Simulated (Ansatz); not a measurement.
# Energy of SnO along an even scaling of the cell

System: SnO (P4/nmm, 4 atoms in the cell).
Method: Kohn-Sham DFT of a periodic cell, m-r2SCAN, Ansatz PAW, no spin polarisation (Ansatz 0.2.0).

The 7 runs differ only in the geometry, by an even scaling of the cell at fixed fractional positions. The structure derives from a Materials Project entry.

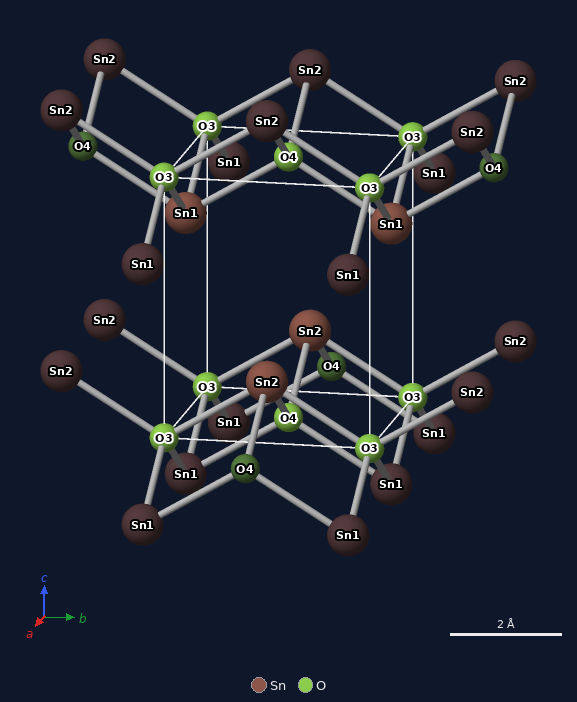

Figure 1. The structure of run 4 (ball-and-stick view of the cell of the calculation, seen slightly off an axis; neighbours outside the cell are drawn fainter; atoms are numbered from 1 in the order of the input).

**Input of run 4**
```yaml
crystal:
  lattice:
    - [3.81369522, 0.0, 0.0]
    - [0.0, 3.81369522, 0.0]
    - [0.0, 0.0, 4.8869133]
  atoms:
    - { symbol: Sn, position: [0.5, 0.0, 0.76462614] }
    - { symbol: Sn, position: [0.0, 0.5, 0.23537386] }
    - { symbol: O, position: [0.0, 0.0, 0.0] }
    - { symbol: O, position: [0.5, 0.5, 0.0] }
hamiltonian:
  xc: mr2scan
  pseudopotentials: { kind: paw }
kpoints:
  mp_grid: { grid: [7, 7, 6] }
scf:
  occupations: { method: fermi_dirac, width: 0.05 }
output:
  forces: true
  stress: true
  eigenvalues: true
```

Command:
```bash
ansatz run input.yaml --threads 2 --pin off --max-ram 5120MiB --backend cpu --events-out ev --progress --plain --runs-dir out
```

Lattice vectors (Å) and fractional positions of run 4:
```
   3.813695    0.000000    0.000000
   0.000000    3.813695    0.000000
   0.000000    0.000000    4.886913
Sn  0.500000  0.000000  0.764626
Sn  0.000000  0.500000  0.235374
O   0.000000  0.000000  0.000000
O   0.500000  0.500000  0.000000
```

Run 6 differs from it as follows:
```diff
-    - [3.81369522, 0.0, 0.0]
-    - [0.0, 3.81369522, 0.0]
-    - [0.0, 0.0, 4.8869133]
+    - [3.8638811754, 0.0, 0.0]
+    - [0.0, 3.8638811754, 0.0]
+    - [0.0, 0.0, 4.9512221655]
```

**Results, with one run withheld**

| run | volume per atom (Å³) | free energy per atom, from the lowest run given (meV) | pressure (GPa) | gap on the mesh (eV) |
| --- | --- | --- | --- | --- |
| 1 | 16.703 | 18.42 | 6.36 | 0.23 |
| 2 | 17.058 | 7.16 | 3.84 | 0.32 |
| 3 | 17.414 | 1.20 | 1.58 | 0.41 |
| 4 | 17.769 | 0.00 | −0.46 | 0.50 |
| 5 | 18.125 | 3.08 | −2.28 | 0.58 |
| 6 | 18.480 | ? | ? | ? |
| 7 | 18.835 | 20.34 | −5.39 | 0.73 |

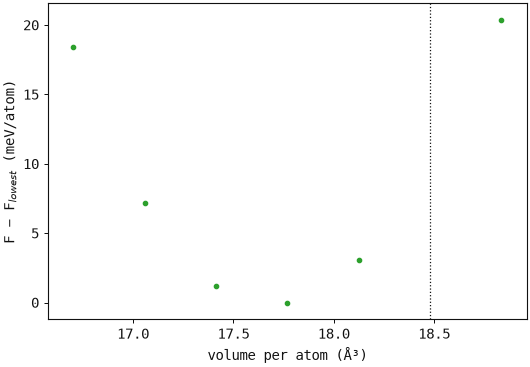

Figure 2. Free energy per atom of the runs given; the dotted line marks run 6.

What should run 6 give?

A cubic polynomial in V^(−2/3) (the Birch–Murnaghan form), fitted to the 6 runs given, misses them by under 0.01 meV per atom. With x = V^(−2/3) − 0.14764 Å⁻², it reads F = −0.061096 + 363.61 x + 5.6278e+05 x² + 6.8871e+05 x³ (meV per atom). At run 6 it gives 9.99 meV per atom, and the run itself gives 9.99. The slope of the fit gives a pressure −dF/dV of −3.92 GPa there, and the run prints −3.92 GPa. The fit has its minimum at 17.686 Å³ per atom, where V d²F/dV² gives 98.2 GPa. Cell shape and fractional positions are held, so this is the stiffness under even scaling; the relaxed bulk modulus wasn't computed and can be far lower in a crystal of layers, chains or molecules like this one. The gap on the mesh goes, without turning, from 0.23 eV in run 1 to 0.73 eV in run 7; run 6 has 0.66 eV. These are gaps of this functional on this mesh, which can miss the band edges; they aren't the measured gap.

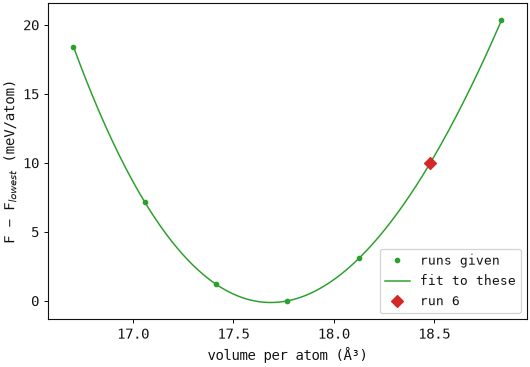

Figure 3. The fit and the withheld run.

**Output, shortened to warnings, some set-up lines, iterations and results (run 6)**
```
Basis set: ecut = 500 eV, 1847 PW (Γ), exchange–correlation on 120×120×160 points (64 copies of the dense FFT grid, shifted against one another)
Symmetry: 16 space group operations
k-points: 40 of 294
Initial density: superposition of atomic densities (neutral atoms: chi_scale 0, normalization atom), corrected by the library's trained network
[...]
SCF iter   1: F=—  HF=-13214.581205 eV  |F-HF|=—  |Δ(HF+E_count)|=         —  Δρ=8.04e-3  dr2=4.39e-2  dr2_τ=1.02e-1  ethr=1.77e-3  ⟨swp⟩=6.1  Hψ=4470  notcnv=0
SCF iter   2: F=—  HF=-13214.650394 eV  |F-HF|=—  |Δ(HF+E_count)|=   6.92e-2  Δρ=4.80e-3  dr2=9.79e-3  dr2_τ=9.42e-4  ethr=1.10e-4  ⟨swp⟩=2.0  Hψ=1840  notcnv=0
SCF iter   3: F=—  HF=-13214.650778 eV  |F-HF|=—  |Δ(HF+E_count)|=   3.84e-4  Δρ=1.27e-3  dr2=1.08e-3  dr2_τ=1.22e-4  ethr=2.45e-5  ⟨swp⟩=1.3  Hψ=1160  notcnv=0
SCF iter   4: F=—  HF=-13214.650869 eV  |F-HF|=—  |Δ(HF+E_count)|=   9.06e-5  Δρ=3.58e-4  dr2=8.96e-5  dr2_τ=7.04e-6  ethr=2.71e-6  ⟨swp⟩=2.0  Hψ=1334  notcnv=0
SCF iter   5: F=—  HF=-13214.650870 eV  |F-HF|=—  |Δ(HF+E_count)|=   1.17e-6  Δρ=1.28e-4  dr2=1.27e-5  dr2_τ=8.54e-7  ethr=2.24e-7  ⟨swp⟩=2.0  Hψ=1313  notcnv=0
SCF iter   6: F=—  HF=-13214.650871 eV  |F-HF|=—  |Δ(HF+E_count)|=   1.02e-6  Δρ=3.98e-5  dr2=1.24e-6  dr2_τ=3.27e-8  ethr=3.17e-8  ⟨swp⟩=2.0  Hψ=1277  notcnv=0
SCF iter   7: F=-13214.650871 eV  HF=-13214.650871 eV  |F-HF|=8.53e-9  |Δ(HF+E_count)|=   1.60e-7  Δρ=9.06e-6  dr2=5.99e-8  dr2_τ=2.08e-9  ethr=2.50e-10  ⟨swp⟩=4.0  Hψ=4327  …
SCF 1 converged in 7 iterations: F = -13214.650871 eV  dr2 = 5.99e-8
SCF converged after 7 iterations
Free energy (F): -13214.650871 eV
Harris-Foulkes:  -13214.650871 eV  (|F-HF|=8.53e-9)
Internal energy: -13214.650850 eV  (E = F + TS)
E sigma→0 (E₀):  -13214.650860 eV
Entropy (-TS):   -0.000021 eV (-0.005 meV/atom)
Fermi energy:    9.341366 eV
--- Per-component energies (eV) ---
  E_band       = -239.212247
  E_kinetic    = 722.974201
  E_local      = -2782.951791  (includes V_loc(G=0)·N_el)
  E_nonlocal   = 29.598111
  E_hartree    = 1492.097092
  E_xc         = -895.835449
  E_vxc        = -419.018981  (∫ρ·V_xc dr)
  E_paw        = -8637.956342  (= ΣΔE_a)
  E_vpaw       = -800.437795  (= ΣTr[D̂ρ^β])
  E_aug_tail   = 0.002081  (compensation charges beyond the density's cutoff)
  E_vtau       = 26.429699  (kinetic-family band-sum trace: ∫τ·v_τ [+ j·A + Jᵃ·Aᵃ] dr)
  E_ewald      = -3143.985510
  E_core_change = 1.406758  (= ΣΔE_core)
  E_smearing   = -0.000021  (= −TS)
  E_closure    = -0.000000  (closes the sum)
  Σ components = -13214.650871   (vs F -13214.650871, Δ=0.00e0)
--- Forces (eV/Å), atoms counted from 1 ---
  atom   1  Sn     0.00000000     0.00000000     0.64931484
  atom   2  Sn     0.00000000     0.00000000    -0.64931484
  atom   3  O      0.00000000     0.00000000     0.00000000
  atom   4  O      0.00000000     0.00000000     0.00000000
  max |Σ_I F_I| component: 0.00e0 eV/Å
--- Stress (GPa, compression-positive) ---
       -4.274121       0.000000       0.000000
        0.000000      -4.274121       0.000000
        0.000000       0.000000      -3.210141
  P = ⅓ Tr σ = -3.9195 GPa (-39.195 kbar)
```
